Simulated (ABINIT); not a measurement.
## TiO₂: dielectric calculation (part 1 of 3)

System: TiO₂ (P4₂/mnm, 6 atoms in the cell).
Method: Kohn-Sham DFT of a periodic cell, LDA, JTH PAW LDA v2.0, no spin polarisation (ABINIT 10.8.3).

The structure derives from a Materials Project entry.

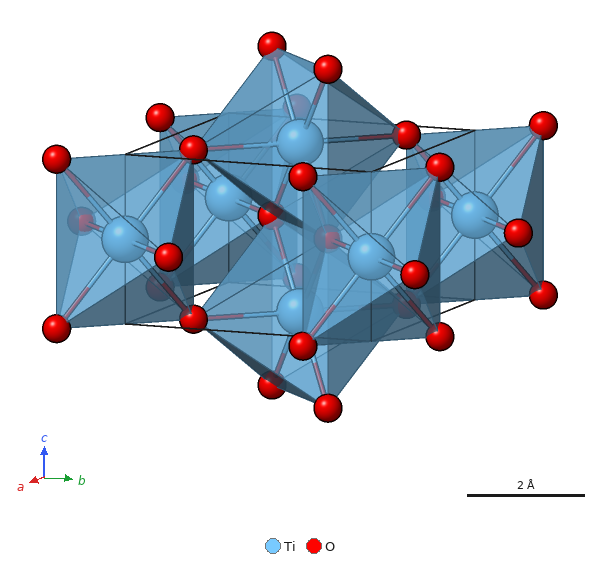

*The input geometry (polyhedral view of the cell of the calculation, seen slightly off an axis; polyhedra are completed across the faces of the cell). An atom can appear more than once, as a periodic image.*

### The input
```
ndtset 3

pp_dirpath "./"
pseudos "Ti.LDA_PW-JTH.xml, O.LDA_PW-JTH.xml"

acell 3*1.0
rprim
     8.6924327600     0.0000000000     0.0000000000
     0.0000000000     8.6924327600     0.0000000000
     0.0000000000     0.0000000000     5.5921031727
ntypat 2
znucl 22 8
natom 6
typat 1 1 2 2 2 2
xred
            0.0            0.0            1/2
            1/2            1/2            0.0
   0.3043213200   0.3043213200            1/2
   0.1956786800   0.8043213200            0.0
   0.8043213200   0.1956786800            0.0
   0.6956786800   0.6956786800            1/2

ecut 517.016339 eV
pawecutdg 38.0

ngkpt 4 4 8
nshiftk 1
shiftk 0.5 0.5 0.5

ixc 7

nband 24
occopt 1

nstep 80
diemac 6.0

prteig 0
prtebands 0
prtwf 0
prtden 0
prtpot 0

kptopt1 1
tolvrs1 1.0e-11
prtwf1 1
tolwfr1 1.0e-15

iscf2 -3
rfelfd2 2
rfdir2 1 1 1
getwfk2 1
kptopt2 2
nqpt2 1
qpt2 0.0 0.0 0.0
tolwfr2 1.0e-18
prtwf2 1

rfelfd3 3
rfdir3 1 1 1
getwfk3 1
getddk3 2
kptopt3 2
nqpt3 1
qpt3 0.0 0.0 0.0
tolvrs3 1.0e-8
```

### File mrgddb.in
```
merged_DDB
TiO2
2
runo_DS1_DDB
runo_DS3_DDB
```

### File anaddb.abi
```
ddb_filepath "merged_DDB"
output_file "anaddb.abo"
outdata_prefix "ana"
asr 1
chneut 1
dipdip 1
dieflag 2
enunit 0
```

Run on 4 threads of Intel Xeon (Granite Rapids), 128 GiB of memory available, shared host.

Launch command:
```bash
mpirun --bind-to none -np 4 abinit run.abi > log 2>&1
mrgddb < mrgddb.in > mrgddb.log 2>&1
anaddb anaddb.abi > anaddb.log 2>&1
```

### What the program printed
```
.Version 10.8.3 of ABINIT
 DATASET    1 : space group P4_2/m n m (#136); Bravais tP (primitive tetrag.)
================================================================================
 Values of the parameters that define the memory need for DATASET  1.
     intxc =       0    ionmov =       0      iscf =      17    lmnmax =      18
     lnmax =       6     mgfft =      36  mpssoang =       3    mqgrid =    3001
     natom =       6  nloc_mem =       2    nspden =       1   nspinor =       1
    nsppol =       1      nsym =      16    n1xccc =       1    ntypat =       2
    occopt =       1   xclevel =       1
       mpw =        1681          nfft =       31104          nkpt =          12
Pmy_natom=         2
 PAW method is used; the additional fine FFT grid is defined by:
   mgfftf=        50    nfftf =     80000
================================================================================
================================================================================

 DATASET    2 : space group P4_2/m n m (#136); Bravais tP (primitive tetrag.)
================================================================================
 Values of the parameters that define the memory need for DATASET  2 (RF).
     intxc =       0      iscf =      -3    lmnmax =      18     lnmax =       6
     mgfft =      36  mpssoang =       3    mqgrid =    3001     natom =       6
  nloc_mem =       2    nspden =       1   nspinor =       1    nsppol =       1
      nsym =      16    n1xccc =       1    ntypat =       2    occopt =       1
   xclevel =       1
      nfft =       31104          nkpt =          64
Pmy_natom=         2
================================================================================
================================================================================

 DATASET    3 : space group P4_2/m n m (#136); Bravais tP (primitive tetrag.)
================================================================================
 Values of the parameters that define the memory need for DATASET  3 (RF).
     intxc =       0      iscf =       7    lmnmax =      18     lnmax =       6
     mgfft =      36  mpssoang =       3    mqgrid =    3001     natom =       6
  nloc_mem =       2    nspden =       1   nspinor =       1    nsppol =       1
      nsym =      16    n1xccc =       1    ntypat =       2    occopt =       1
   xclevel =       1
      nfft =       31104          nkpt =          64
Pmy_natom=         2
================================================================================
================================================================================

--------------------------------------------------------------------------------
------------- Echo of variables that govern the present computation ------------
--------------------------------------------------------------------------------
 -outvars: echo values of preprocessed input variables --------
            acell      1.0000000000E+00  1.0000000000E+00  1.0000000000E+00 Bohr
              amu      4.78800000E+01  1.59994000E+01
           diemac      6.00000000E+00
             ecut      1.90000000E+01 Hartree
           getddk1          0
           getddk2          0
           getddk3          2
           getwfk1          0
           getwfk2          1
           getwfk3          1
             iscf1         17
             iscf2         -3
             iscf3          7
              ixc           7
           jdtset        1    2    3
                       outvar_i_n : Printing only first  50 k-points.
           kptopt1          1
           kptopt2          2
           kptopt3          2
         kptrlatt        4    0    0      0    4    0      0    0    8
          kptrlen      3.47697310E+01
            natom           6
            nband1         24
            nband2         24
            nband3         24
           ndtset           3
            ngfft          36      36      24
          ngfftdg          50      50      32
             nkpt1         12
             nkpt2         64
             nkpt3         64
             nqpt1          0
             nqpt2          1
             nqpt3          1
            nstep          80
             nsym          16
           ntypat           2
        optdriver1          0
        optdriver2          1
        optdriver3          1
        pawecutdg      3.80000000E+01 Hartree
           prtden           0
        prtebands           0
           prteig           0
            prtwf1          1
            prtwf2          1
            prtwf3          0
           rfelfd1          0
           rfelfd2          2
           rfelfd3          3
            rprim      8.6924327600E+00  0.0000000000E+00  0.0000000000E+00
                       0.0000000000E+00  8.6924327600E+00  0.0000000000E+00
                       0.0000000000E+00  0.0000000000E+00  5.5921031727E+00
           shiftk      5.00000000E-01  5.00000000E-01  5.00000000E-01
          spgroup         136
           tolvrs1     1.00000000E-11
           tolvrs2     0.00000000E+00
           tolvrs3     1.00000000E-08
           tolwfr1     1.00000000E-15
           tolwfr2     1.00000000E-18
           tolwfr3     0.00000000E+00
            typat      1  1  2  2  2  2
           useylm           1
                       outvars : Printing only first  50 k-points.
           xangst      0.0000000000E+00  0.0000000000E+00  1.4796067790E+00
                       2.2999186604E+00  2.2999186604E+00  0.0000000000E+00
                       1.3998285652E+00  1.3998285652E+00  1.4796067790E+00
                       9.0009009514E-01  3.6997472256E+00  0.0000000000E+00
                       3.6997472256E+00  9.0009009514E-01  0.0000000000E+00
                       3.2000087555E+00  3.2000087555E+00  1.4796067790E+00
            xcart      0.0000000000E+00  0.0000000000E+00  2.7960515864E+00
                       4.3462163800E+00  4.3462163800E+00  0.0000000000E+00
                       2.6452926115E+00  2.6452926115E+00  2.7960515864E+00
                       1.7009237685E+00  6.9915089915E+00  0.0000000000E+00
                       6.9915089915E+00  1.7009237685E+00  0.0000000000E+00
                       6.0471401485E+00  6.0471401485E+00  2.7960515864E+00
             xred      0.0000000000E+00  0.0000000000E+00  5.0000000000E-01
                       5.0000000000E-01  5.0000000000E-01  0.0000000000E+00
                       3.0432132000E-01  3.0432132000E-01  5.0000000000E-01
                       1.9567868000E-01  8.0432132000E-01  0.0000000000E+00
                       8.0432132000E-01  1.9567868000E-01  0.0000000000E+00
                       6.9567868000E-01  6.9567868000E-01  5.0000000000E-01
            znucl       22.00000    8.00000

================================================================================

 chkinp: Checking input parameters for consistency, jdtset=   1.

 chkinp: Checking input parameters for consistency, jdtset=   2.

 chkinp: Checking input parameters for consistency, jdtset=   3.

================================================================================
== DATASET  1 ==================================================================

--- !DatasetInfo
iteration_state: {dtset: 1, }
dimensions: {natom: 6, nkpt: 12, mband: 24, nsppol: 1, nspinor: 1, nspden: 1, mpw: 1681, }
cutoff_energies: {ecut:  19.0, pawecutdg:  38.0, }
electrons: {nelect:   4.80000000E+01, charge:   0.00000000E+00, occopt:   1.00000000E+00, tsmear:   1.00000000E-02, }
meta: {optdriver: 0, ionmov: 0, optcell: 0, iscf: 17, paral_kgb: 0, }
...

 Exchange-correlation functional for the present dataset will be:
  LDA: Perdew-Wang 92 LSD fit to Ceperley-Alder data - ixc=7
  J.P.Perdew and Y.Wang, PRB 45, 13244 (1992)

 Real(R)+Recip(G) space primitive vectors, cartesian coordinates (Bohr,Bohr^-1):
 R(1)=  8.6924328  0.0000000  0.0000000  G(1)=  0.1150426  0.0000000  0.0000000
 R(2)=  0.0000000  8.6924328  0.0000000  G(2)=  0.0000000  0.1150426  0.0000000
 R(3)=  0.0000000  0.0000000  5.5921032  G(3)=  0.0000000  0.0000000  0.1788236
 Unit cell volume ucvol=  4.2253030E+02 bohr^3
 Angles (23,13,12)=  9.00000000E+01  9.00000000E+01  9.00000000E+01 degrees

 Coarse grid specifications (used for wave-functions):

 getcut: wavevector=  0.0000  0.0000  0.0000  ngfft=  36  36  24
         ecut(hartree)=     19.000   => boxcut(ratio)=   2.11066

 Fine grid specifications (used for densities):

 getcut: wavevector=  0.0000  0.0000  0.0000  ngfft=  50  50  32
         ecut(hartree)=     38.000   => boxcut(ratio)=   2.06214

--- Pseudopotential description ------------------------------------------------
- pspini: atom type   1  psp file is ./Ti.LDA_PW-JTH.xml
 Pseudopotential format is: paw10
 basis_size (lnmax)=  6 (lmn_size= 18), orbitals=   0   0   1   1   2   2
 Spheres core radius: rc_sph= 2.30802695
 Shapefunction is BESSEL type: shapef(r,l)=aa(1,l)*jl(q(1,l)*r)+aa(2,l)*jl(q(2,l)*r)
 Radius for shape functions =  2.01037111
 Compensation charge density is not taken into account in XC energy/potential

- pspini: atom type   2  psp file is ./O.LDA_PW-JTH.xml
 Pseudopotential format is: paw10
 basis_size (lnmax)=  4 (lmn_size=  8), orbitals=   0   0   1   1
 Spheres core radius: rc_sph= 1.41465230
 Shapefunction is SIN type: shapef(r)=[sin(pi*r/rshp)/(pi*r/rshp)]**2
 Radius for shape functions =  1.20231231
 Compensation charge density is not taken into account in XC energy/potential

   3.26023594E+03                                ecore*ucvol(ha*bohr**3)
--------------------------------------------------------------------------------

================================================================================

--- !BeginCycle
iteration_state: {dtset: 1, }
solver: {iscf: 17, nstep: 80, nline: 4, wfoptalg: 10, }
tolerances: {tolwfr: 1.00E-15, tolvrs: 1.00E-11, }
...

     iter   Etot(hartree)      deltaE(h)  residm     nres2
 ETOT  1  -179.26168631979    -1.793E+02 2.283E+00 5.502E+00
 ETOT  2  -182.71679522184    -3.455E+00 1.174E-01 7.287E+01
 ETOT  3  -183.09644052631    -3.796E-01 2.646E-03 1.600E+02
 ETOT  4  -182.84032594597     2.561E-01 1.422E-03 1.031E+02
 ETOT  5  -182.45024896761     3.901E-01 6.741E-03 1.140E+01
 ETOT  6  -182.42257760417     2.767E-02 6.630E-04 1.424E+00
 ETOT  7  -182.42054518566     2.032E-03 2.403E-05 4.037E-01
 ETOT  8  -182.42468585147    -4.141E-03 4.512E-04 1.900E+00
 ETOT  9  -182.41911883604     5.567E-03 4.412E-04 8.875E-03
 ETOT 10  -182.41932083321    -2.020E-04 3.443E-06 1.111E-02
 ETOT 11  -182.41931859517     2.238E-06 1.276E-06 7.251E-03
 ETOT 12  -182.41931133750     7.258E-06 4.250E-08 4.057E-03
 ETOT 13  -182.41929950349     1.183E-05 9.339E-07 3.842E-05
 ETOT 14  -182.41929979691    -2.934E-07 4.392E-09 1.623E-05
 ETOT 15  -182.41929981377    -1.687E-08 1.616E-09 1.813E-05
 ETOT 16  -182.41929977469     3.908E-08 1.558E-09 4.792E-07
 ETOT 17  -182.41929977467     2.274E-11 2.451E-11 9.086E-08
 ETOT 18  -182.41929977462     4.542E-11 5.256E-12 1.714E-08
 ETOT 19  -182.41929977458     4.283E-11 1.030E-12 4.291E-09
 ETOT 20  -182.41929977457     1.083E-11 1.214E-13 1.481E-10
 ETOT 21  -182.41929977457    -8.527E-14 1.291E-14 7.427E-12
 ETOT 22  -182.41929977457     2.274E-13 1.939E-15 1.302E-12
 ETOT 23  -182.41929977457     7.105E-13 9.951E-16 5.238E-14

 At SCF step   23  max residual=  9.95E-16 < tolwfr=  1.00E-15 AND nres2   =  5.24E-14 < tolvrs=  1.00E-11 =>converged.

 Cartesian components of stress tensor (hartree/bohr^3)
  sigma(1 1)=  2.85422619E-04  sigma(3 2)=  0.00000000E+00
  sigma(2 2)=  2.85422619E-04  sigma(3 1)=  0.00000000E+00
  sigma(3 3)=  3.82779151E-04  sigma(2 1)=  0.00000000E+00

--- !ResultsGS
iteration_state: {dtset: 1, }
comment   : Summary of ground state results
lattice_vectors:
- [  8.6924328,   0.0000000,   0.0000000, ]
- [  0.0000000,   8.6924328,   0.0000000, ]
- [  0.0000000,   0.0000000,   5.5921032, ]
lattice_lengths: [   8.69243,    8.69243,    5.59210, ]
lattice_angles: [ 90.000,  90.000,  90.000, ] # degrees, (23, 13, 12)
lattice_volume:   4.2253030E+02
convergence: {deltae:  7.105E-13, res2:  5.238E-14, residm:  9.951E-16, diffor: null, }
etotal    :  -1.82419300E+02
entropy   :   0.00000000E+00
fermie    :   1.59857307E-01
cartesian_stress_tensor: # hartree/bohr^3
- [  2.85422619E-04,   0.00000000E+00,   0.00000000E+00, ]
- [  0.00000000E+00,   2.85422619E-04,   0.00000000E+00, ]
- [  0.00000000E+00,   0.00000000E+00,   3.82779151E-04, ]
pressure_GPa:  -9.3522E+00
xred      :
- [  0.0000E+00,   0.0000E+00,   5.0000E-01, Ti]
- [  5.0000E-01,   5.0000E-01,   0.0000E+00, Ti]
- [  3.0432E-01,   3.0432E-01,   5.0000E-01,  O]
- [  1.9568E-01,   8.0432E-01,   0.0000E+00,  O]
- [  8.0432E-01,   1.9568E-01,   0.0000E+00,  O]
- [  6.9568E-01,   6.9568E-01,   5.0000E-01,  O]
cartesian_forces: # hartree/bohr
- [ -0.00000000E+00,  -0.00000000E+00,  -0.00000000E+00, ]
- [ -0.00000000E+00,  -0.00000000E+00,  -0.00000000E+00, ]
- [  1.69440802E-03,   1.69440802E-03,  -0.00000000E+00, ]
- [ -1.69440802E-03,   1.69440802E-03,  -0.00000000E+00, ]
- [  1.69440802E-03,  -1.69440802E-03,  -0.00000000E+00, ]
- [ -1.69440802E-03,  -1.69440802E-03,  -0.00000000E+00, ]
force_length_stats: {min:   0.00000000E+00, max:   2.39625480E-03, mean:   1.59750320E-03, }
...

 Integrated electronic density in atomic spheres:
 ------------------------------------------------
 Atom  Sphere_radius  Integrated_density
    1        2.30803         10.37008234
    2        2.30803         10.37008234
    3        1.41465          4.56703916
    4        1.41465          4.56703916
    5        1.41465          4.56703916
    6        1.41465          4.56703916
```
